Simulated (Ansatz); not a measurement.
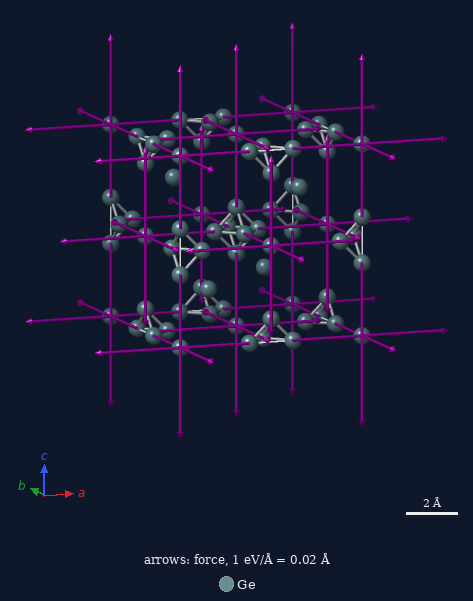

Starting geometry of crystalline Ge (a generated structure, set up in F-43m) (coarse preliminary run) with the computed forces as purple arrows. The picture is a ball-and-stick view of the conventional cell (4 times the calculation's cell), seen slightly off an axis. Lengths and directions refer to the drawn axes.

The calculation used DFT PBE, scalar-relativistic, plane waves, PAW (Ansatz).

The input:
```yaml
crystal:
  lattice:
    - [0.0, 3.87210216, 3.87210216]
    - [3.87210216, 0.0, 3.87210216]
    - [3.87210216, 3.87210216, 0.0]
  atoms:
    - { symbol: Ge, position: [0.38024624, 0.61975376, 0.61975376] }
    - { symbol: Ge, position: [0.61975376, 0.38024624, 0.38024624] }
    - { symbol: Ge, position: [0.61975376, 0.38024624, 0.61975376] }
    - { symbol: Ge, position: [0.38024624, 0.61975376, 0.38024624] }
    - { symbol: Ge, position: [0.61975376, 0.61975376, 0.38024624] }
    - { symbol: Ge, position: [0.38024624, 0.38024624, 0.61975376] }
    - { symbol: Ge, position: [0.75, 0.75, 0.75] }
    - { symbol: Ge, position: [0.0, 0.0, 0.0] }
basis:
  ecutwfc: 420
kpoints:
  mp_grid: { grid: [4, 4, 4] }
hamiltonian:
  xc: pbe
scf:
  occupations: { method: gaussian, width: 0.1 }
  lower_state_search: "off"
output:
  forces: true
  stress: true
  eigenvalues: true
relax:
  adjacent_minimum: "off"
  f_tol: 0.04
  max_steps: 70
  cell: { stress_tol: 0.4 }
```

Launched with:
```bash
ansatz run input.yaml --threads 1 --pin off --max-ram 2560MiB --backend cpu --events-out ev --progress --plain --runs-dir out
```

### Is this structure relaxed? If not, where do the atoms go?

It isn't relaxed: the largest force vector, on Ge atoms, is 330.12 eV/Å. The atoms end up moving mostly along the starting forces (cosine between the two patterns 1.00). The energy falls by 48135 meV per atom in 7 accepted moves (9 points after the start). The largest force component goes from 330 to 0.02 eV/Å. Pressure: 856.91 GPa at the start and 0.03 GPa at the end. The SCF was repeated twice at an unchanged geometry on a basis and grid sized afresh for the cell, which shifted the energy by 82.8 meV per atom at most. The largest moves relative to the cell, 0.84 Å, are those of Ge1, Ge2, Ge3, Ge4, Ge5 and Ge6. Ge2 goes along −a. The drawn cell changes as follows: a = b = c 7.744 → 9.117 Å (+17.7 %); the volume changes by +63.2 %. Some distances before and after: Ge1–Ge2 1.855 → 3.856 Å, Ge1–Ge3 1.312 → 2.726 Å, Ge1–Ge8 2.945 → 2.631 Å. The space group stays F-43m (No. 216).
